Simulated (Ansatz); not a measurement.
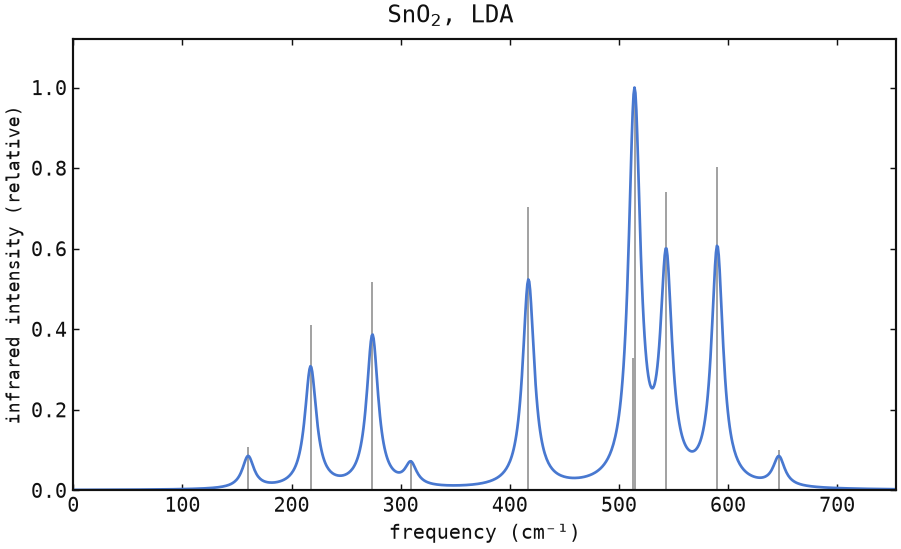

The figure shows the infrared spectrum of the zone-centre phonons for SnO₂, space group Pbcn (No. 60). Lines are broadened by Lorentzians of 13 cm⁻¹ full width; the spectrum is scaled to its strongest line. These are zero-field (TO) frequencies; inactive modes don't show.

The given structure:
```
CELL_PARAMETERS angstrom
4.70341 0.00000 0.00000
0.00000 5.69497 0.00000
0.00000 0.00000 5.20424
ATOMIC_POSITIONS crystal
Sn 0.50000 0.66731 0.75000
Sn 0.00000 0.83269 0.25000
Sn 0.50000 0.33269 0.25000
Sn 0.00000 0.16731 0.75000
O 0.73100 0.60491 0.07765
O 0.23100 0.89509 0.92235
O 0.76900 0.89509 0.57765
O 0.26900 0.60491 0.42235
O 0.73100 0.39509 0.57765
O 0.23100 0.10491 0.42235
O 0.76900 0.10491 0.07765
O 0.26900 0.39509 0.92235
```

How it was computed, with Ansatz 0.2.0: infrared-active and silent optical phonons at the zone centre of an insulator with atoms at rest in the given cell, intensity summed over the level, zero macroscopic field, imaginary frequencies are negative, field response on a mesh refined by the program; PAW. Level: LDA, no spin polarisation.

- wave cutoff: 420 eV
- k mesh: 6×6×6
- occupations: fixed
- pressure: 0 GPa

Which are the strongest infrared lines?

Answer. The strongest infrared line is at 514.6 cm⁻¹, followed by 590.1 (80 % of it), 543.3 (74 % of it) and 417.1 (70 % of it).

Limits of the calculation: field response not converged on the k mesh.
